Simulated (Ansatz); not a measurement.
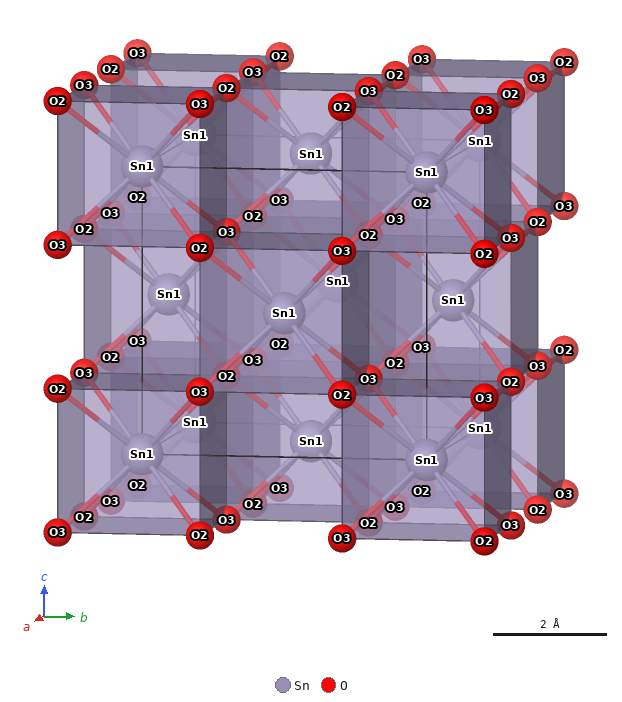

The input geometry of run A (polyhedral view of the cell 4 times as large as that of the calculation, set on its symmetry axes, seen slightly off an axis; polyhedra are completed across the faces of the cell; atoms are numbered from 1 in the order of the input). An atom can appear more than once, as a periodic image.

**What a change does: geometry relaxation on SnO2**

System: SnO2 (Fm-3m, 3 atoms in the cell).
Method of run A: Kohn-Sham DFT of a periodic cell, RPBE with D3(BJ), Ansatz PAW, no spin polarisation (Ansatz 0.2.0).

The structure derives from a Materials Project entry. Text and figures count atoms from 1; the logs count them from 0 in places.

## Input, run A
```yaml
crystal:
  lattice:
    - [0.0, 2.57415, 2.57415]
    - [2.57415, 0.0, 2.57415]
    - [2.57415, 2.57415, 0.0]
  atoms:
    - { symbol: Sn, position: [0.0, 0.0, 0.0] }
    - { symbol: O, position: [0.75, 0.75, 0.75] }
    - { symbol: O, position: [0.25, 0.25, 0.25] }
hamiltonian:
  xc: rpbe
  pseudopotentials: { kind: paw }
  dispersion: d3bj
kpoints:
  mp_grid: { grid: [9, 9, 9] }
scf:
  occupations: { method: fermi_dirac, width: 0.05 }
output:
  forces: true
  stress: true
  eigenvalues: true
  write_density: true
  write_potential: true
  elf: true
  volumetric_format: npy
relax:
  f_tol: 0.01
  max_steps: 40
  cell: { stress_tol: 0.05 }
```

Command:
```bash
ansatz run input.yaml --threads 2 --pin off --max-ram 5632MiB --backend cpu --events-out ev --progress --plain --runs-dir out
```

Hardware: 2 threads of AMD EPYC (Zen 3), 192 GiB of memory available, shared host.

## Output, shortened to warnings, some set-up lines, iterations and results (run A)
```
Basis set: ecut = 420 eV, 645 PW (Γ), exchange–correlation on 50×50×50 points (8 copies of the dense FFT grid, shifted against one another)
Symmetry: 48 space group operations
k-points: 35 of 729
Initial density: superposition of atomic densities (neutral atoms: chi_scale 0, normalization atom), corrected by the library's trained network
[...]
SCF iter   1: F=—  HF=-7173.112472 eV  |F-HF|=—  |Δ(HF+E_count)|=         —  Δρ=7.93e-3  dr2=2.14e-2  ethr=1.77e-3  ⟨swp⟩=5.3  Hψ=2877  notcnv=0
SCF iter   2: F=—  HF=-7173.109056 eV  |F-HF|=—  |Δ(HF+E_count)|=   3.42e-3  Δρ=4.67e-3  dr2=4.01e-3  ethr=8.23e-5  ⟨swp⟩=2.1  Hψ=1205  notcnv=0
SCF iter   3: F=—  HF=-7173.108277 eV  |F-HF|=—  |Δ(HF+E_count)|=   7.79e-4  Δρ=1.30e-3  dr2=3.18e-4  ethr=1.54e-5  ⟨swp⟩=2.0  Hψ=918  notcnv=0
SCF iter   4: F=—  HF=-7173.108747 eV  |F-HF|=—  |Δ(HF+E_count)|=   4.70e-4  Δρ=1.73e-4  dr2=9.06e-6  ethr=1.22e-6  ⟨swp⟩=2.0  Hψ=936  notcnv=0
SCF iter   5: F=—  HF=-7173.108782 eV  |F-HF|=—  |Δ(HF+E_count)|=   3.51e-5  Δρ=4.41e-5  dr2=6.12e-7  ethr=3.48e-8  ⟨swp⟩=2.0  Hψ=1021  notcnv=0
[... 38 lines ...]
SCF iter   3: F=—  HF=-7173.228053 eV  |F-HF|=—  |Δ(HF+E_count)|=   3.21e-8  Δρ=8.91e-6  dr2=1.64e-8  ethr=1.14e-10  ⟨swp⟩=2.0  Hψ=875  notcnv=0
SCF iter   4: F=—  HF=-7173.228053 eV  |F-HF|=—  |Δ(HF+E_count)|=   3.54e-9  Δρ=8.15e-7  dr2=9.98e-11  ethr=6.32e-11  ⟨swp⟩=2.0  Hψ=818  notcnv=0
SCF iter   5: F=-7173.228053 eV  HF=-7173.228053 eV  |F-HF|=1.91e-11  |Δ(HF+E_count)|=  2.89e-10  Δρ=2.28e-7  dr2=1.05e-11  ethr=1.00e-12  ⟨swp⟩=6.0  Hψ=2613  notcnv=0
SCF 7 converged in 5 iterations: F = -7173.228053 eV  dr2 = 1.05e-11
relax step   7: F+E_penalty+E_count = -7173.22805268 eV  Δ(F+E_penalty+E_count) = +5.515e-4 eV  max|allowed force component| = 1.156e-17 eV/Å  Δτ_max = 0.0000 Å  P = -0.015 …
basis re-selected at this cell: Δ(F+E_penalty+E_count) = +5.515e-4 eV, ΔP = -0.014 GPa vs the last step (what re-selecting the basis moved, of the pressure what is left beyond the Pulay correction that the steps carried, after the strain that the cell walked since its last selection, with what the …
SCF converged after 5 iterations
Free energy (F): -7173.228053 eV
Harris-Foulkes:  -7173.228053 eV  (|F-HF|=1.91e-11)
Internal energy: -7173.228042 eV  (E = F + TS)
E sigma→0 (E₀):  -7173.228047 eV
Entropy (-TS):   -0.000011 eV (-0.004 meV/atom)
Fermi energy:    12.824230 eV
--- Per-component energies (eV) ---
  E_band       = 7.506497
  E_kinetic    = 545.940940
  E_local      = -1152.171673  (includes V_loc(G=0)·N_el)
  E_nonlocal   = 65.070249
  E_hartree    = 638.402450
  E_xc         = -529.714280
  E_vxc        = -283.079365  (∫ρ·V_xc dr)
  E_paw        = -4476.052030  (= ΣΔE_a)
  E_vpaw       = -445.063257  (= ΣTr[D̂ρ^β])
  E_aug_tail   = 0.004835  (compensation charges beyond the density's cutoff)
  E_ewald      = -2261.445110
  E_disp       = -3.247897  (pairwise vdW)
  E_core_change = -0.015525  (= ΣΔE_core)
  E_smearing   = -0.000011  (= −TS)
  E_closure    = -0.000000  (closes the sum)
  Σ components = -7173.228053   (vs F -7173.228053, Δ=0.00e0)
--- Forces (eV/Å), atoms counted from 1 ---
  atom   1  Sn     0.00000000     0.00000000     0.00000000
  atom   2  O      0.00000000     0.00000000    -0.00000000
  atom   3  O     -0.00000000    -0.00000000     0.00000000
  max |Σ_I F_I| component: 2.31e-18 eV/Å
--- Stress (GPa, compression-positive) ---
       -0.015132      -0.000000      -0.000000
       -0.000000      -0.015132      -0.000000
       -0.000000      -0.000000      -0.015132
  P = ⅓ Tr σ = -0.0151 GPa (-0.151 kbar)
--- Relaxed structure (5 steps of the walk, 5 accepted, 2 SCFs on fresh bases) ---
  F+E_penalty+E_count = -7173.22805268 eV   max|allowed force component| = 1.156e-17 eV/Å   (the final SCF, on the basis selected at the relaxed cell)
  cell:  # Å, volume = 31.6196 Å³
    - [-1.5795653301976327e-33, 2.509818026507617, 2.509818026507617]
    - [2.509818026507617, -1.4776578895397208e-33, 2.509818026507617]
    - [2.509818026507617, 2.509818026507617, 5.095372032895589e-34]
  atoms:
    - { symbol: Sn, position: [2.204113746273103e-34, -1.1367219401589685e-34, -2.647696711637237e-34] }
[...]
```

The input of run B differs as follows (lines with − go, lines with + come):
```diff
-  dispersion: d3bj
+  dispersion: d4
```

Predict how the results change.

The total energies belong to different models, so their difference says nothing on which is more stable or more accurate. The gap of 0.74 eV on the mesh closes. The volume per atom goes from 10.54 to 11.13 Å³. The SCF takes 24 iterations over all geometry steps against 34.

## Output, shortened to warnings, some set-up lines, iterations and results (run B)
```
Basis set: ecut = 420 eV, 645 PW (Γ), exchange–correlation on 50×50×50 points (8 copies of the dense FFT grid, shifted against one another)
Symmetry: 48 space group operations
k-points: 35 of 729
Initial density: superposition of atomic densities (neutral atoms: chi_scale 0, normalization atom), corrected by the library's trained network
[...]
SCF iter   1: F=—  HF=-7171.899833 eV  |F-HF|=—  |Δ(HF+E_count)|=         —  Δρ=7.93e-3  dr2=2.14e-2  ethr=1.77e-3  ⟨swp⟩=5.3  Hψ=2877  notcnv=0
SCF iter   2: F=—  HF=-7171.896417 eV  |F-HF|=—  |Δ(HF+E_count)|=   3.42e-3  Δρ=4.67e-3  dr2=4.01e-3  ethr=8.23e-5  ⟨swp⟩=2.1  Hψ=1205  notcnv=0
SCF iter   3: F=—  HF=-7171.895638 eV  |F-HF|=—  |Δ(HF+E_count)|=   7.79e-4  Δρ=1.30e-3  dr2=3.18e-4  ethr=1.54e-5  ⟨swp⟩=2.0  Hψ=918  notcnv=0
SCF iter   4: F=—  HF=-7171.896108 eV  |F-HF|=—  |Δ(HF+E_count)|=   4.70e-4  Δρ=1.73e-4  dr2=9.06e-6  ethr=1.22e-6  ⟨swp⟩=2.0  Hψ=936  notcnv=0
SCF iter   5: F=—  HF=-7171.896143 eV  |F-HF|=—  |Δ(HF+E_count)|=   3.51e-5  Δρ=4.41e-5  dr2=6.12e-7  ethr=3.48e-8  ⟨swp⟩=2.0  Hψ=1021  notcnv=0
[... 24 lines ...]
SCF iter   2: F=—  HF=-7171.905063 eV  |F-HF|=—  |Δ(HF+E_count)|=   7.42e-6  Δρ=4.34e-6  dr2=3.01e-9  ethr=4.62e-11  ⟨swp⟩=2.0  Hψ=1051  notcnv=0
SCF iter   3: F=—  HF=-7171.905063 eV  |F-HF|=—  |Δ(HF+E_count)|=   4.64e-9  Δρ=2.10e-6  dr2=1.01e-9  ethr=1.16e-11  ⟨swp⟩=2.0  Hψ=873  notcnv=0
SCF iter   4: F=-7171.905063 eV  HF=-7171.905063 eV  |F-HF|=4.00e-11  |Δ(HF+E_count)|=  1.44e-10  Δρ=3.06e-7  dr2=2.97e-11  ethr=1.00e-12  ⟨swp⟩=4.9  Hψ=3054  notcnv=0
SCF 5 converged in 4 iterations: F = -7171.905063 eV  dr2 = 2.97e-11
relax step   5: F+E_penalty+E_count = -7171.90506331 eV  Δ(F+E_penalty+E_count) = +1.430e-4 eV  max|allowed force component| = 4.472e-17 eV/Å  Δτ_max = 0.0000 Å  P = -0.001 …
basis re-selected at this cell: Δ(F+E_penalty+E_count) = +1.430e-4 eV, ΔP = -0.003 GPa vs the last step (what re-selecting the basis moved, of the pressure what is left beyond the Pulay correction that the steps carried, after the strain that the cell walked since its last selection, with what the …
SCF converged after 4 iterations
Free energy (F): -7171.905063 eV
Harris-Foulkes:  -7171.905063 eV  (|F-HF|=4.00e-11)
Internal energy: -7171.904405 eV  (E = F + TS)
E sigma→0 (E₀):  -7171.904734 eV
Entropy (-TS):   -0.000658 eV (-0.219 meV/atom)
Fermi energy:    11.587953 eV
--- Per-component energies (eV) ---
  E_band       = -15.479145
  E_kinetic    = 541.844362
  E_local      = -1207.482247  (includes V_loc(G=0)·N_el)
  E_nonlocal   = 64.554294
  E_hartree    = 655.417434
  E_xc         = -528.833716
  E_vxc        = -281.765876  (∫ρ·V_xc dr)
  E_paw        = -4474.869301  (= ΣΔE_a)
  E_vpaw       = -443.469300  (= ΣTr[D̂ρ^β])
  E_aug_tail   = 0.004847  (compensation charges beyond the density's cutoff)
  E_ewald      = -2220.755497
  E_disp       = -1.769056  (pairwise vdW)
  E_core_change = -0.015525  (= ΣΔE_core)
  E_smearing   = -0.000658  (= −TS)
  E_closure    = -0.000000  (closes the sum)
  Σ components = -7171.905063   (vs F -7171.905063, Δ=0.00e0)
--- Forces (eV/Å), atoms counted from 1 ---
  atom   1  Sn    -0.00000000     0.00000000     0.00000000
  atom   2  O     -0.00000000    -0.00000000    -0.00000000
  atom   3  O      0.00000000     0.00000000     0.00000000
  max |Σ_I F_I| component: 6.94e-18 eV/Å
--- Stress (GPa, compression-positive) ---
       -0.001304      -0.000000      -0.000000
       -0.000000      -0.001304      -0.000000
       -0.000000      -0.000000      -0.001304
  P = ⅓ Tr σ = -0.0013 GPa (-0.013 kbar)
--- Relaxed structure (3 steps of the walk, 3 accepted, 2 SCFs on fresh bases) ---
  F+E_penalty+E_count = -7171.90506331 eV   max|allowed force component| = 4.472e-17 eV/Å   (the final SCF, on the basis selected at the relaxed cell)
  cell:  # Å, volume = 33.3897 Å³
    - [-2.038148813158236e-34, 2.55580396432977, 2.55580396432977]
    - [2.55580396432977, -5.859677837829928e-34, 2.55580396432977]
    - [2.55580396432977, 2.55580396432977, -7.897826650988163e-34]
  atoms:
    - { symbol: Sn, position: [1.8834415806090602e-35, 1.4937640122071855e-35, 1.1040864438053116e-35] }
[...]
```

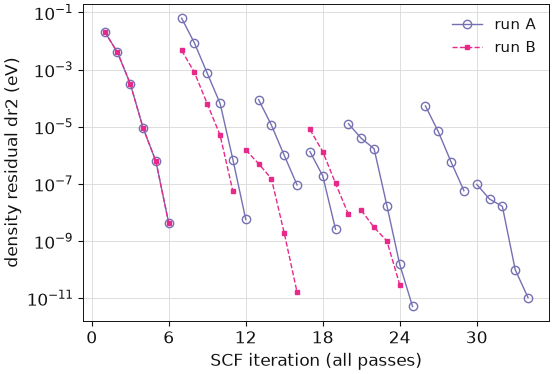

Convergence of the two runs: density residual dr2 against the SCF iteration. A break in a curve parts two SCF passes. Run A takes 34 iterations in all, and run B takes 24.

## The two runs side by side

| quantity | run A | run B |
| --- | --- | --- |
| outcome | converged | converged |
| free energy per atom (eV) | −2391.0760 | −2390.6350 |
| gap on the mesh (eV) | 0.74 | 0.00 |
| pressure (GPa) | −0.02 | 0.00 |
| volume per atom (Å³) | 10.54 | 11.13 |
| largest force (eV/Å) | 0.000 | 0.000 |
| SCF iterations | 34 | 24 |
| irreducible k-points | 35 | 35 |
| wall time (shared host) | 4.4 s | 5.7 s |

For both runs: Points of doubt noted for this run: forces on files of another functional.
